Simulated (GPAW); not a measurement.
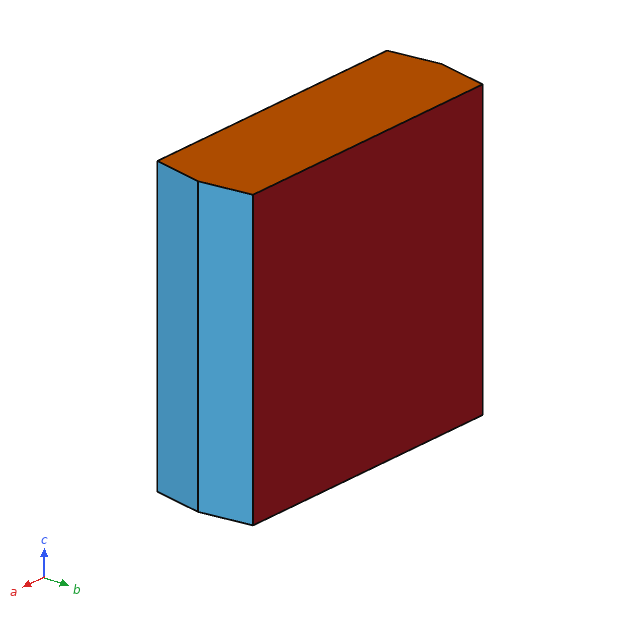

BFDH (Bravais–Friedel–Donnay–Harker) growth shape, computed from the cell and space group alone: each face lies at a distance from the centre proportional to 1/d(hkl), with d taken for the first order that the space group does not extinguish. It ignores bonding, solvent and kinetics. Faces of one form share a colour. Cell of Na₃Cl₂: space group Cmmm (No. 65), a = 3.520 Å, b = 20.341 Å, c = 3.528 Å, α = 90.00°, β = 90.00°, γ = 90.00°. Origin: a cell listed in the Materials Project, as set up for an electronic-structure calculation. Forms under 0.4 % of the area are left out.

Index the forms that can be seen.

Answer. red: {020} (d = 10.17 Å, 58 % of the area); blue: {110} (d = 3.47 Å, 21 % of the area); orange: {001} (d = 3.53 Å, 21 % of the area).
